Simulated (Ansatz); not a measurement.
## Electronic structure of GaCo$_{4}$ in real space

Input file:

```
crystal:
  lattice:
    - [0.0, 3.8194951361, 4.1172437521]
    - [1.8810852772, 0.0, 4.1172437521]
    - [1.8810852772, 3.8194951361, 0.0]
  atoms:
    - { symbol: Ga, position: [0.999998854, 0.999998854, 1.146e-06] }
    - { symbol: Co, position: [0.5041218587, 0.2032026159, 0.7967973841], spin: 1.01 }
    - { symbol: Co, position: [0.2032026159, 0.5041218587, 0.4958781413], spin: 1.01 }
    - { symbol: Co, position: [0.4958787894, 0.7967978819, 0.2032021181], spin: -1.01 }
    - { symbol: Co, position: [0.7967978819, 0.4958787894, 0.5041212106], spin: -1.01 }
basis:
  ecutwfc: 420
kpoints:
  mp_grid: { grid: [12, 12, 12] }
hamiltonian:
  xc: pbe
scf:
  occupations: { method: gaussian, width: 0.1 }
output:
  forces: true
  stress: true
  eigenvalues: true
  populations: true
  write_density: true
  write_potential: true
  elf: true
  volumetric_format: npy
magnetization:
  spin_polarized: true
relax:
  adjacent_minimum: "off"
  f_tol: 0.01
  max_steps: 80
  cell: { stress_tol: 0.05 }
```

Launched as:

```sh
ansatz run input.yaml --threads 4 --pin off --max-ram 8192MiB --backend cpu --events-out ev --progress --plain --runs-dir out
```

Below, planes, directions and counts refer to the cell of the magnetic structure (a = 3.77 Å, b = 7.64 Å, c = 8.24 Å, α = 90.00°, β = 90.00°, γ = 90.00°).

The fields are those of the relaxed geometry.

Space group Fmmm; a structure generated by program, which may or may not match a known phase; the SCF solution may not be the lowest one; the program warned that another magnetic order may lie lower; spin-polarised.

Method: DFT PBE, scalar-relativistic, plane waves, PAW (Ansatz 0.2.0).

The density is the valence pseudo-density of a PAW calculation; it isn't the true density close to the nuclei.

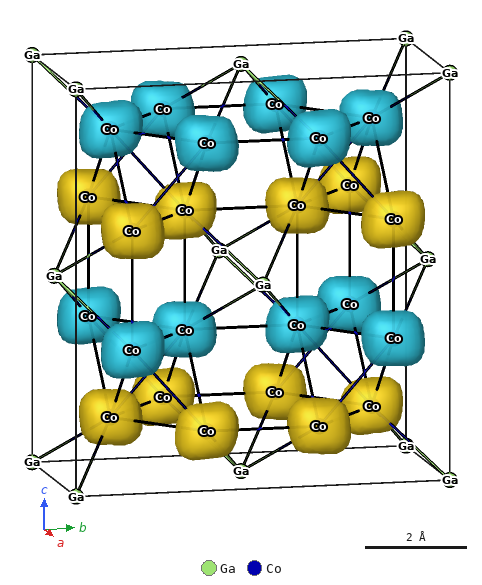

Figure 1. Isosurfaces of the magnetisation density (up minus down) at +0.2 (yellow) and −0.2 e/Å³ (cyan), seen slightly off an axis. Sticks mark near contacts.

Which atoms carry the moments, and with what signs?

Answer. The spin density sits on Co: +0.9 μB (×8) and −0.9 μB (×8) in one cell of 20 atoms: antiferromagnetic in this solution, which needn't be the ground state, with some nearest magnetic neighbours parallel and some opposed. The cell of the calculation (5 atoms) carries 0.0 μB of net spin moment.

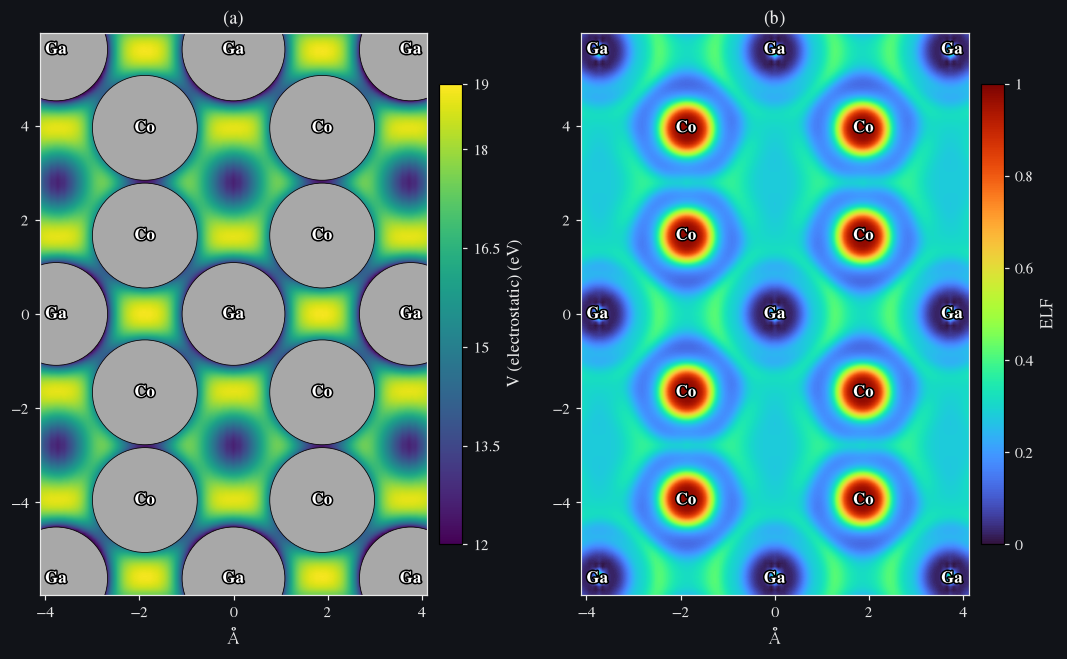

Figure 2. (a) electrostatic potential (local pseudopotential plus Hartree) felt by an electron; (b) ELF on the (011) plane of the cell of the magnetic structure. Grey discs cover the atomic cores in the potential map.

Describe what can be read from this map.

Answer.
- The plane passes through Ga and Co nuclei.
- Co–Co (2.29 Å): the ELF is about 0.30 at the midpoint (no shared electron pair shows on this line).
- Ga–Co (2.51 Å): the ELF is about 0.35 at the midpoint.
- The features right at Ga and Co lie inside the PAW spheres, where the map follows smoothed inner orbitals and isn't to be read closely.
- Outside the cores the potential energy rises away from the atoms and is highest about 1.7 Å from the nearest atoms; its zero is arbitrary.
